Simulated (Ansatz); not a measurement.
Run report: Ti$_{12}$H, nudged elastic band (part 2 of 2)

Ti$_{12}$H (defect cell, 13 atoms in the cell); DFT PBE, scalar-relativistic, plane waves, PAW, no spin polarisation (Ansatz 0.2.0); cutoff 420 eV, 4×3×5 k-mesh, Fermi–Dirac smearing of 0.15 eV. It belongs to a series of runs on one base structure; here: band between the two ends.

Geometry of the input (Å; fractional positions):
```
5.9000  0.0000  0.0000
-4.4250  7.6643  0.0000
0.0000  0.0000  4.6846
Ti 0.0012  0.0016  -0.0018
Ti 0.1659  0.2216  0.4962
Ti -0.0018  0.3318  0.0001
Ti 0.1641  0.5518  0.4999
Ti -0.0076  0.6639  0.0013
Ti 0.1637  0.8912  0.4978
Ti 0.5030  0.0042  -0.0009
Ti 0.6683  0.2237  0.4984
Ti 0.5008  0.3338  0.0023
Ti 0.6652  0.5537  0.5002
Ti 0.5034  0.6640  0.0011
Ti 0.6732  0.8912  0.4976
H  0.3331  0.7776  0.7483
```

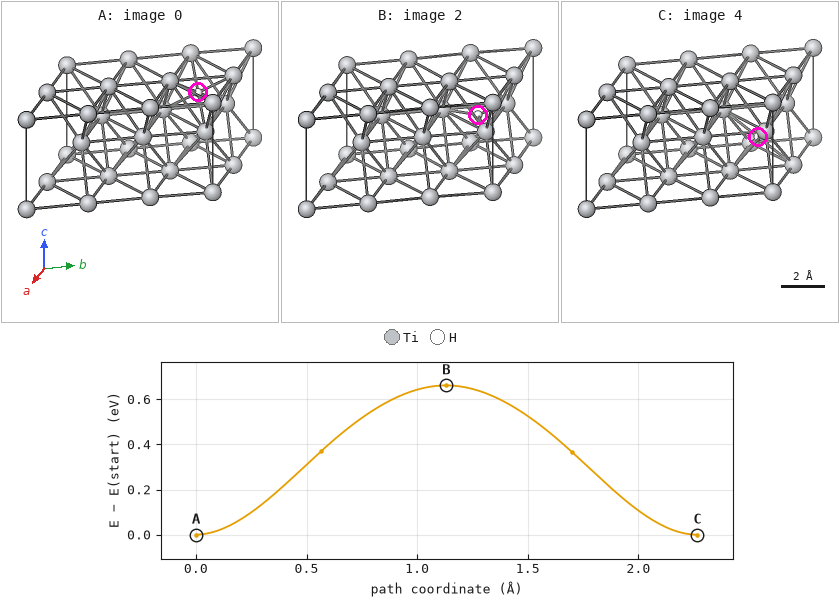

Figure 1. Images of the last band (counted from 0; ball-and-stick, simulation cell, seen at an oblique angle), with the moving atom and its periodic copies ringed, above the energy along the path; the line is a cubic interpolation that uses the forces. The highest image is number 2, 0.662 eV above the start and 0.662 eV above the end (the climbing image); start and end have the same energy. The path is 2.27 Å long, and H13 moves most (2.33 Å). The band converged in 3 iterations.

```
Free energy (F): -30012.227527 eV
Harris-Foulkes:  -30012.227527 eV  (|F-HF|=1.92e-8)
Internal energy: -30011.056881 eV  (E = F + TS)
E sigma→0 (E₀):  -30011.642204 eV
Entropy (-TS):   -1.170646 eV (-90.050 meV/atom)
Fermi energy:    13.145570 eV
--- Per-component energies (eV) ---
  E_band       = -1909.117172
  E_kinetic    = 3284.629116
  E_local      = -9855.068945  (includes V_loc(G=0)·N_el)
  E_nonlocal   = 98.598480
  E_hartree    = 4044.873839
  E_xc         = -1179.203226
  E_vxc        = -1475.716540  (∫ρ·V_xc dr)
[...]
  E_paw        = -12571.659412  (= ΣΔE_a)
  E_vpaw       = -2051.303078  (= ΣTr[D̂ρ^β])
  E_aug_tail   = 0.000108  (compensation charges beyond the density's cutoff)
  E_ewald      = -13833.226840
  E_smearing   = -1.170646  (= −TS)
  E_closure    = 0.000000  (closes the sum)
  Σ components = -30012.227527   (vs F -30012.227527, Δ=0.00e0)
--- Forces (eV/Å), atoms counted from 1 ---
  atom   1  Ti     0.00707244    -0.01239649    -0.00008858
  atom   2  Ti     0.00149956     0.01108471     0.00009863
  atom   3  Ti     0.00637439     0.00041610     0.00002844
  atom   4  Ti    -0.00014438    -0.00990954    -0.00003865
  atom   5  Ti    -0.00363576     0.00151689     0.00003949
  atom   6  Ti    -0.01465182    -0.00626857     0.00002361
  atom   7  Ti    -0.00450525     0.00979550     0.00011720
  atom   8  Ti    -0.00059258     0.00109120     0.00007510
  atom   9  Ti    -0.00976068     0.01162326     0.00002690
  atom  10  Ti    -0.00040201    -0.00040520     0.00010243
  atom  11  Ti     0.00293290     0.00139564     0.00007868
  atom  12  Ti     0.01010377     0.00013704    -0.00012136
  atom  13  H      0.00570617    -0.00807174    -0.00034143
  max |Σ_I F_I| component: 8.78e-6 eV/Å
--- Band table (eV; the first three rows and the last of 31) ---
  k-point 0: bands = ["-43.6186", "-43.5679", "-43.5384", "-43.5205", "-43.4911", "-43.4721", "-43.4582", "-43.4434", "-43.4362", "-43.4356", "-43.4229", "-43.4218", "-20.1803", "-20.0646", "-20.0107", "-20.0072", "-19.9936", "-19.9655", "-19.9544", "-19.9440", "-19.9339", "-19.8954", "-19.8946", "-19.8922", "-19.8834", "-19.8744", "-19.8320", "-19.8228", "-19.7828", "-19.7483", "-19.7191", "-19.7059", "-19.6934", "-19.6848", "-19.6639", "-19.6453", "-19.6404", "-19.6057", "-19.5994", "-19.5877", "-19.5809", "-19.5673", "-19.5548", "-19.5387", "-19.5244", "-19.4894", "-19.4781", "-19.4760", "6.2556", "8.1543", "9.5742", "9.9802", "10.6558", "10.8548", "10.8749", "10.9583", "11.3192", "11.3704", "11.4743", "11.5050", "11.5413", "11.5613", "11.5971", "11.7647", "11.7864", "12.0436", "12.2562", "12.3615", "12.5370", "12.6520", "13.3668", "13.5166", "13.5685", "13.7223", "13.7691", "13.7996", "13.8559", "13.8683", "13.9143", "13.9400", "13.9446", "13.9833", "14.0330", "14.0356", "14.0405", "14.0689", "14.1851", "14.2669", "14.3371", "14.4383", "14.4465", "14.8527", "14.8565", "15.6904", "15.7002", "15.7172", "15.7766", "15.8835", "15.9326"]
  k-point 1: bands = ["-43.6092", "-43.5640", "-43.5373", "-43.5169", "-43.4869", "-43.4687", "-43.4634", "-43.4466", "-43.4419", "-43.4367", "-43.4283", "-43.4271", "-20.1216", "-20.1006", "-20.0598", "-20.0403", "-20.0289", "-20.0255", "-19.9873", "-19.9636", "-19.9466", "-19.9182", "-19.8928", "-19.8361", "-19.8353", "-19.8159", "-19.8097", "-19.8061", "-19.7622", "-19.7299", "-19.7107", "-19.6939", "-19.6766", "-19.6696", "-19.6587", "-19.6436", "-19.6122", "-19.6006", "-19.5937", "-19.5813", "-19.5752", "-19.5683", "-19.5652", "-19.5507", "-19.5484", "-19.5373", "-19.4852", "-19.4841", "6.4578", "8.2793", "9.7352", "9.9941", "10.5145", "10.6396", "10.8397", "10.9152", "11.2161", "11.3644", "11.4138", "11.4916", "11.7946", "11.8184", "11.8528", "11.8705", "11.9318", "12.1840", "12.3161", "12.3556", "12.5121", "12.6689", "13.0757", "13.4244", "13.4301", "13.5720", "13.6871", "13.7334", "13.7574", "13.8374", "13.8429", "13.8519", "13.9393", "14.0124", "14.0667", "14.1375", "14.1465", "14.1827", "14.2282", "14.2996", "14.3323", "14.3391", "14.4124", "15.1601", "15.1636", "15.6339", "15.7113", "15.7704", "15.7778", "15.7861", "15.8563"]
  k-point 2: bands = ["-43.5904", "-43.5567", "-43.5356", "-43.5137", "-43.4832", "-43.4662", "-43.4574", "-43.4553", "-43.4500", "-43.4433", "-43.4384", "-43.4373", "-20.1298", "-20.0881", "-20.0672", "-20.0587", "-20.0432", "-20.0342", "-20.0269", "-20.0175", "-19.9817", "-19.9775", "-19.9475", "-19.8067", "-19.7757", "-19.7515", "-19.7354", "-19.7260", "-19.7183", "-19.7052", "-19.6844", "-19.6737", "-19.6667", "-19.6574", "-19.6389", "-19.6360", "-19.6313", "-19.6179", "-19.6116", "-19.5994", "-19.5921", "-19.5821", "-19.5789", "-19.5666", "-19.5533", "-19.5499", "-19.5024", "-19.5019", "6.8299", "8.6761", "9.7039", "10.1834", "10.3673", "10.6133", "10.7980", "10.8246", "10.8883", "10.9392", "11.1214", "11.2115", "12.0981", "12.2471", "12.2603", "12.2972", "12.3249", "12.4225", "12.6378", "12.6594", "12.7009", "12.7298", "12.7760", "13.1702", "13.2101", "13.3086", "13.4829", "13.5183", "13.5401", "13.6088", "13.7912", "13.8178", "13.8321", "13.9557", "13.9835", "14.0601", "14.1498", "14.5135", "14.5237", "14.5518", "14.5908", "14.6049", "14.7345", "15.0895", "15.1601", "15.2111", "15.2422", "15.4055", "15.7194", "15.7251", "15.9792"]
  k-point 30: bands = ["-43.5825", "-43.5744", "-43.5491", "-43.5119", "-43.4917", "-43.4751", "-43.4549", "-43.4463", "-43.4423", "-43.4392", "-43.4339", "-43.4262", "-20.0686", "-20.0487", "-20.0237", "-20.0125", "-19.9996", "-19.9952", "-19.9652", "-19.9535", "-19.9422", "-19.8955", "-19.8591", "-19.8320", "-19.7997", "-19.7936", "-19.7847", "-19.7785", "-19.7583", "-19.7533", "-19.7360", "-19.7268", "-19.7009", "-19.6983", "-19.6858", "-19.6576", "-19.6430", "-19.6365", "-19.6306", "-19.6226", "-19.6016", "-19.5928", "-19.5782", "-19.5589", "-19.5475", "-19.5336", "-19.5265", "-19.5145", "6.9017", "8.6283", "9.2121", "9.9449", "10.5494", "10.8479", "11.2545", "11.3172", "11.4529", "11.5143", "11.5313", "11.5858", "11.7647", "11.9186", "11.9908", "12.0367", "12.1628", "12.1941", "12.2403", "12.2849", "12.3011", "12.4970", "12.7877", "12.8372", "13.2810", "13.3569", "13.4346", "13.4990", "13.5393", "13.6444", "13.6910", "13.7652", "13.8421", "13.9285", "14.0017", "14.0670", "14.1151", "14.1514", "14.2013", "14.2750", "14.3291", "14.4141", "14.8015", "15.0116", "15.1704", "15.2208", "15.3114", "15.3589", "15.4178", "15.4966", "15.5769"]
this run last wrote the band of iteration 3 to [file]
--- NEB band (5 images, 3 band iterations, 253 SCF iterations) ---
  forward barrier  = 0.661507 eV
  backward barrier = 0.661594 eV
  lagrangian_above_aufbau_ev (what the smearing adds, to first order; not taken off the barriers): saddle image -0.524165 eV, end points -0.585074 and -0.585051 eV
  climbing image's point = a first-order saddle point (lowest curvatures found: -2.02 and 0.62 eV/Å²)
  energies are F+E_penalty+E_count in eV, relative to image 0
  image     s (Å)  Δ vs image 0  max|band force component| (eV/Å)
      0    0.0000      0.000000                                 —
      1    0.5655      0.369472                          2.735e-2
  *   2    1.1310      0.661507                          1.465e-2
      3    1.6987      0.367179                          2.692e-2
      4    2.2665     -0.000088                                 —
  saddle-point geometry (image 2):
  cell:  # Å, volume = 211.8354 Å³
    - [5.9, 0.0, 0.0]
    - [-4.425, 7.664325, 0.0]
    - [0.0, 0.0, 4.6846]
  atoms:
    - { symbol: Ti, position: [0.0010929061731668615, 0.0020230599870058007, -0.0003416926236630692] }
    - { symbol: Ti, position: [0.16761247497577797, 0.22253822299165152, 0.4996345311443024] }
    - { symbol: Ti, position: [-0.002199442582573541, 0.33183108954041995, -0.00037127839818794833] }
    - { symbol: Ti, position: [0.1608299802985146, 0.5475076841549985, 0.49963410057170504] }
    - { symbol: Ti, position: [-0.01603103545121315, 0.6608873659473813, -0.0003781929384274561] }
    - { symbol: Ti, position: [0.1628539585353036, 0.8932653996870684, 0.49965273124260917] }
    - { symbol: Ti, position: [0.5069215225875178, 0.00968719314589933, -0.0003670935805758781] }
    - { symbol: Ti, position: [0.6670260411488429, 0.223801954007908, 0.4996236777769498] }
    - { symbol: Ti, position: [0.5013548956901325, 0.334291781957561, -0.00038052793592155724] }
    - { symbol: Ti, position: [0.663938483010844, 0.552204195540927, 0.4996175714882536] }
    - { symbol: Ti, position: [0.5071840859839009, 0.6613081617251619, -0.00037796853466802064] }
    - { symbol: Ti, position: [0.6769591601738459, 0.8936575492499476, 0.49966032989180525] }
    - { symbol: H, position: [0.3325237944559399, 0.7768005470640708, 0.4996103468958194] }
```

## The last band as extended XYZ (Å, eV, eV/Å)
```
13
Lattice="5.9000 0.0000 0.0000 -4.4250 7.6643 0.0000 0.0000 0.0000 4.6846" Properties=species:S:1:pos:R:3:forces:R:3 image=0 energy=-30012.88903
Ti   -0.0001    0.0123   -0.0084    0.0043   0.0002   0.0050
Ti   -0.0022    1.6988    2.3244    0.0067   0.0016  -0.0156
Ti   -1.4788    2.5429    0.0006    0.0104   0.0116   0.0090
Ti   -1.4737    4.2293    2.3418    0.0037  -0.0150  -0.0133
Ti   -2.9826    5.0885    0.0062    0.0125  -0.0024   0.0115
Ti   -2.9779    6.8306    2.3322   -0.0146   0.0108  -0.0186
Ti    2.9489    0.0321   -0.0043   -0.0045  -0.0114   0.0026
Ti    2.9530    1.7144    2.3347   -0.0052  -0.0075  -0.0052
Ti    1.4776    2.5582    0.0108   -0.0119  -0.0030   0.0130
Ti    1.4746    4.2439    2.3430   -0.0032   0.0012   0.0036
Ti    0.0320    5.0892    0.0049   -0.0135  -0.0031   0.0106
Ti    0.0283    6.8308    2.3309    0.0146   0.0122  -0.0189
H    -1.4753    5.9595    3.5056    0.0007   0.0049   0.0164
13
Lattice="5.9000 0.0000 0.0000 -4.4250 7.6643 0.0000 0.0000 0.0000 4.6846" Properties=species:S:1:pos:R:3:forces:R:3 image=1 energy=-30012.51956
Ti   -0.0016    0.0128   -0.0162    0.0072  -0.0116  -0.1042
Ti    0.0027    1.7040    2.3455   -0.0013   0.0039  -0.0621
Ti   -1.4815    2.5435    0.0067    0.0072   0.0026  -0.0544
Ti   -1.4731    4.2086    2.3192    0.0005   0.0226  -0.1234
Ti   -3.0100    5.0708    0.0086    0.0265   0.0168  -0.0428
Ti   -2.9842    6.8414    2.3092    0.0089  -0.0185  -0.1402
Ti    2.9484    0.0605   -0.0002   -0.0050  -0.0326  -0.0665
Ti    2.9475    1.7160    2.3518    0.0027  -0.0027  -0.0455
Ti    1.4794    2.5617    0.0295   -0.0109   0.0004   0.0066
Ti    1.4737    4.2337    2.3537   -0.0008   0.0081  -0.0447
Ti    0.0574    5.0743    0.0077   -0.0294   0.0157  -0.0450
Ti    0.0334    6.8435    2.3090   -0.0081  -0.0143  -0.1392
H    -1.4744    5.9582    2.9237    0.0026   0.0095   0.8614
13
Lattice="5.9000 0.0000 0.0000 -4.4250 7.6643 0.0000 0.0000 0.0000 4.6846" Properties=species:S:1:pos:R:3:forces:R:3 image=2 energy=-30012.22753
Ti   -0.0025    0.0155   -0.0016    0.0071  -0.0124  -0.0001
Ti    0.0042    1.7056    2.3406    0.0015   0.0111   0.0001
Ti   -1.4813    2.5433   -0.0017    0.0064   0.0004   0.0000
Ti   -1.4738    4.1963    2.3406   -0.0001  -0.0099   0.0000
Ti   -3.0190    5.0653   -0.0018   -0.0036   0.0015   0.0000
Ti   -2.9919    6.8463    2.3407   -0.0147  -0.0063   0.0000
Ti    2.9480    0.0742   -0.0017   -0.0045   0.0098   0.0001
Ti    2.9451    1.7153    2.3405   -0.0006   0.0011   0.0001
Ti    1.4788    2.5621   -0.0018   -0.0098   0.0116   0.0000
Ti    1.4737    4.2323    2.3405   -0.0004  -0.0004   0.0001
Ti    0.0661    5.0685   -0.0018    0.0029   0.0014   0.0001
Ti    0.0396    6.8493    2.3407    0.0101   0.0001  -0.0001
H    -1.4755    5.9537    2.3405    0.0057  -0.0081  -0.0003
13
Lattice="5.9000 0.0000 0.0000 -4.4250 7.6643 0.0000 0.0000 0.0000 4.6846" Properties=species:S:1:pos:R:3:forces:R:3 image=3 energy=-30012.52185
Ti   -0.0026    0.0125    0.0129    0.0070  -0.0113   0.1041
Ti    0.0017    1.7037    2.3356   -0.0010   0.0040   0.0624
Ti   -1.4824    2.5433   -0.0101    0.0069   0.0024   0.0547
Ti   -1.4739    4.2083    2.3621    0.0002   0.0229   0.1235
Ti   -3.0103    5.0709   -0.0112    0.0252   0.0162   0.0426
Ti   -2.9854    6.8413    2.3723    0.0095  -0.0190   0.1401
Ti    2.9474    0.0601   -0.0029   -0.0049  -0.0322   0.0665
Ti    2.9466    1.7158    2.3294    0.0025  -0.0030   0.0458
Ti    1.4785    2.5615   -0.0330   -0.0105   0.0006  -0.0062
Ti    1.4728    4.2335    2.3278   -0.0003   0.0085   0.0451
Ti    0.0564    5.0741   -0.0109   -0.0281   0.0158   0.0454
Ti    0.0323    6.8432    2.3722   -0.0094  -0.0148   0.1392
H    -1.4758    5.9579    1.7551    0.0028   0.0099  -0.8632
13
Lattice="5.9000 0.0000 0.0000 -4.4250 7.6643 0.0000 0.0000 0.0000 4.6846" Properties=species:S:1:pos:R:3:forces:R:3 image=4 energy=-30012.88912
Ti   -0.0021    0.0121    0.0047    0.0072   0.0002  -0.0004
Ti   -0.0040    1.6982    2.3565    0.0094   0.0032   0.0149
Ti   -1.4802    2.5423   -0.0044    0.0084   0.0109  -0.0075
Ti   -1.4756    4.2272    2.3401    0.0037  -0.0056   0.0099
Ti   -2.9811    5.0896   -0.0082   -0.0094  -0.0115  -0.0202
Ti   -2.9813    6.8308    2.3497   -0.0030   0.0090   0.0172
Ti    2.9471    0.0301    0.0016   -0.0045  -0.0032  -0.0054
Ti    2.9516    1.7138    2.3462   -0.0071  -0.0079   0.0066
Ti    1.4758    2.5575   -0.0145   -0.0088  -0.0009  -0.0141
Ti    1.4725    4.2438    2.3378   -0.0001   0.0009   0.0008
Ti    0.0285    5.0894   -0.0078   -0.0025  -0.0047  -0.0114
Ti    0.0300    6.8319    2.3520   -0.0078   0.0027   0.0095
H    -1.4820    5.9579    1.1711    0.0142   0.0068  -0.0001
```
